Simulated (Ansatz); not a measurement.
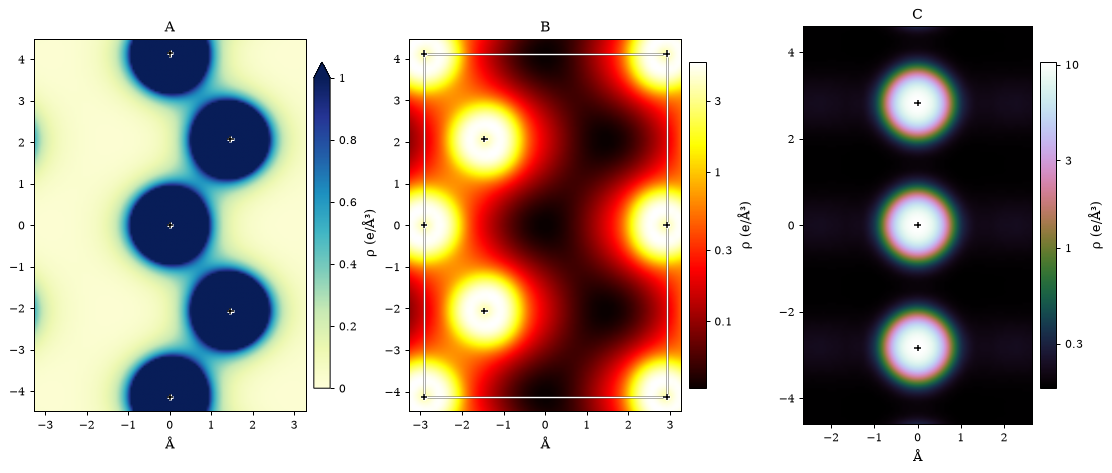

The valence pseudo-density of 3 systems, each on a plane through atoms (crosses mark nuclei in the plane).

These are results of DFT, PBE, plane waves (420 eV) with PAW, scalar-relativistic in Ansatz, not measurements.

System 1: Pt, the (110) plane of the conventional cell. Space group Fd-3m; set up as Pt, diamond; a generated structure, not necessarily the stable one; changed on purpose from its base cell (volume × 1.04); computed pressure about −4 GPa in this cell.

```cif
data_structure
_symmetry_space_group_name_H-M 'P 1'
_symmetry_Int_Tables_number 1
_cell_length_a 5.8558
_cell_length_b 5.8558
_cell_length_c 5.8558
_cell_angle_alpha 90.000
_cell_angle_beta 90.000
_cell_angle_gamma 90.000
_cell_volume 200.80
loop_
_atom_site_label
_atom_site_type_symbol
_atom_site_fract_x
_atom_site_fract_y
_atom_site_fract_z
_atom_site_occupancy
Pt1 Pt 0.75000 0.25000 0.25000 1
Pt2 Pt 0.25000 0.75000 0.25000 1
Pt3 Pt 0.25000 0.25000 0.75000 1
Pt4 Pt 0.75000 0.75000 0.75000 1
Pt5 Pt 0.50000 0.00000 0.00000 1
Pt6 Pt 0.00000 0.50000 0.00000 1
Pt7 Pt 0.00000 0.00000 0.50000 1
Pt8 Pt 0.50000 0.50000 0.50000 1
```

System 2: W, the (011) plane of the conventional cell. Space group Fd-3m; set up as W, diamond; a generated structure, not necessarily the stable one.

System 3: Ti, the (100) plane of the conventional cell. Space group P6/mmm; set up as Ti, omega (AlB2-type); a generated structure, not necessarily the stable one; changed on purpose from its base cell (volume × 1.0); computed without spin polarisation.

Question: Match each panel to its system.

Answer: Panel A is system 1, Pt: the plane holds Pt. Pt–Pt (2.54 Å): the density is about 0.6 e/Å³ at the midpoint. Panel B is system 2, W: the plane holds W. W–W (2.53 Å): ρ at the midpoint is about 0.66 e/Å³. Panel C is system 3, Ti: the plane holds Ti. Ti–Ti (2.83 Å): ρ at the midpoint is about 0.19 e/Å³.
